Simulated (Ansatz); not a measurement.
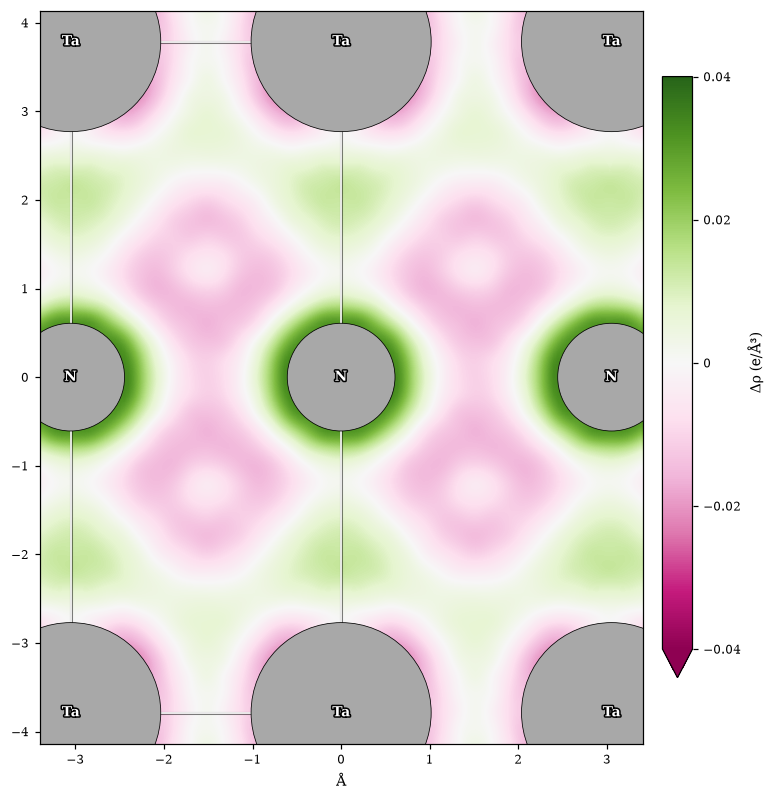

Ta$_{3}$N. Difference of the valence pseudo-densities of two functionals at the same geometry, on the (010) plane of the calculation cell: r2SCAN less LDA.

Space group P-3m1; a structure from a database of computed crystals, not necessarily the ambient phase.

Both computed with Ansatz (plane waves, PAW), on the same k-point mesh. Grey discs cover the atomic cores.

```
CELL_PARAMETERS angstrom
3.05231 0.00000 0.00000
-1.52615 2.64337 0.00000
0.00000 0.00000 7.57397
ATOMIC_POSITIONS crystal
Ta 0.66667 0.33333 0.82607
Ta 0.33333 0.66667 0.17393
Ta 0.00000 0.00000 0.50000
N 0.00000 0.00000 0.00000
```

Q: What does the difference map show?

A: Against LDA, r2SCAN gives less density around Ta (−0.009 e/Å³ on average at 1.2 Å from the nucleus) and more density around N (+0.022 e/Å³ on average at 0.8 Å from the nucleus).
